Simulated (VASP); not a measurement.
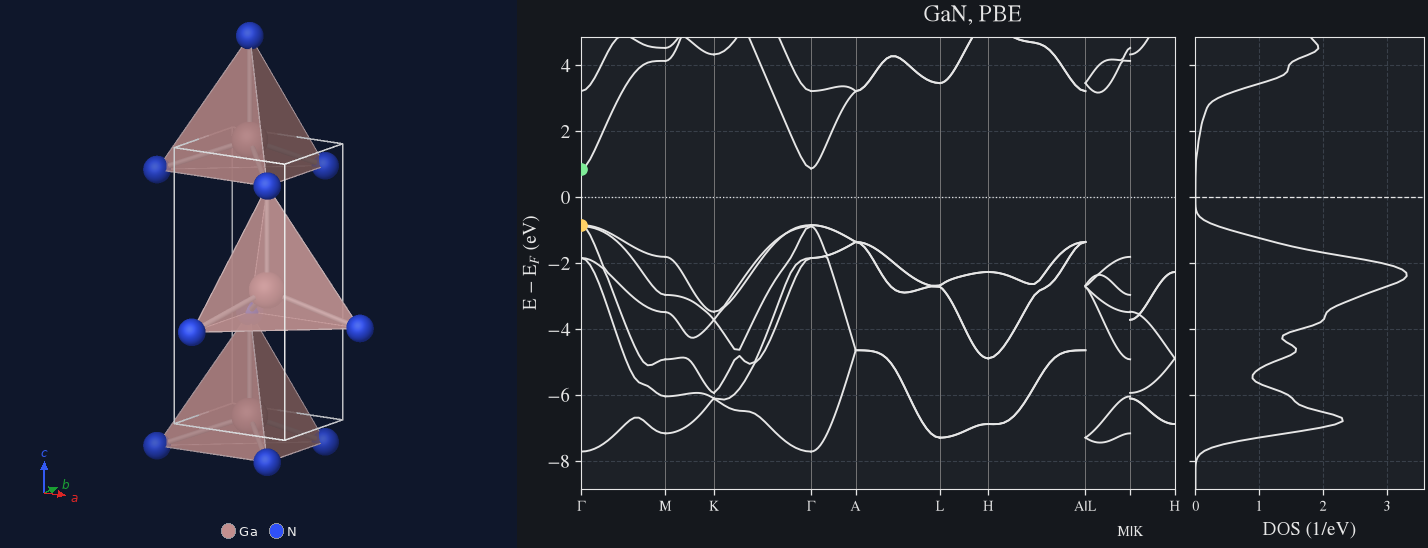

What does this figure show?

Band structure and density of states of wurtzite GaN, space group P6_3mc (No. 186), 4 atoms in the cell (a = 3.218 Å, c = 5.243 Å (hexagonal axes)), beside the structure. Computed with VASP 6.6.1: PBE, VASP PAW PBE potentials, release 64 (Ga_d, N), no spin polarisation, no spin-orbit coupling, 12×12×6 k mesh, 700 eV cutoff, Gaussian smearing of 0.02 eV. Energies are counted from the Fermi level, put mid-gap where there is a gap. The DOS curve is built from the levels of the k mesh with Gaussians 0.55 eV wide, which also blur the band edges; ripples of that width can come from the mesh.

The material is gapped. The gap along this path is 1.72 eV and direct: both edges lie at Γ. Two bands meet at the valence-band top at Γ: it is doubly degenerate (spin aside). The next level lies only 0.04 eV lower. The direct gaps are 4.57 eV at A, 6.14 eV at L and 1.72 eV at Γ. Within the window shown, the tallest peak of the filled states lies 1.5 eV under the valence-band top, at about 3.3 states per eV and cell.

LDA, GGA and most meta-GGA functionals understate gaps. The cell was derived from a database entry in an earlier step, so it needn't be the measured one.
